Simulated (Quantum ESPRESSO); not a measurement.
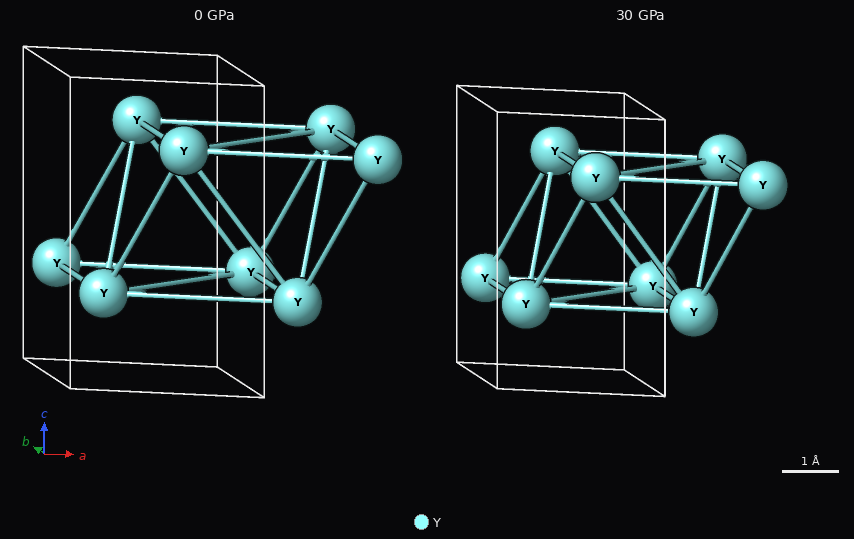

A crystal of Y (set up in P6_3/mmc), relaxed (cell and atoms) at several target pressures. The picture shows the first and the last member. Style: ball-and-stick. Shown: the cell of the calculation, repeated 2 × 2 × 1 with one cell outlined, slightly off an axis.

Computed with Quantum ESPRESSO 7.5: PBE, SSSP 1.3 efficiency PBE. Settings: plane-wave cutoff 857.2 eV; k-point mesh 8 × 8 × 5; occupations fermi-dirac; smearing width 0.05 eV; no spin polarisation.

```csv
pressure (GPa),volume (Å³/atom),a (Å),c (Å)
0,32.897,3.652,5.696
2,31.421,3.595,5.616
5,29.538,3.515,5.520
10,27.136,3.409,5.394
20,?,?,?
30,21.806,3.156,5.057
```

**Estimate the missing row from the others, and compare with the calculation.**

Murnaghan's form V = V₀(1 + B′P/B₀)^(−1/B′), with V₀ = 32.897 Å³ from the row at zero pressure, fits the other rows with B₀ = 39.9 GPa and B′ = 2.68 (largest miss 0.035 Å³). At 20 GPa it gives 32.897 × (1 + 2.68 × 20/39.9)^(−1/2.68) = 23.942 Å³ per atom. The calculation gives 23.953 Å³/atom (a = 3.264 Å, c = 5.192 Å). The estimate is 0.011 Å³/atom too low. From the first member to the last: Y–Y 3.652 → 3.156 Å, Y–Y 3.543 → 3.117 Å.

The whole series:

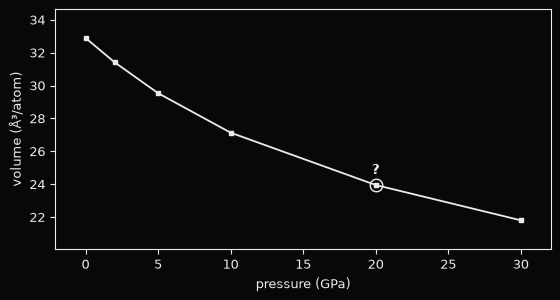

Each member starts from this one structure; whether another phase lies lower wasn't checked.
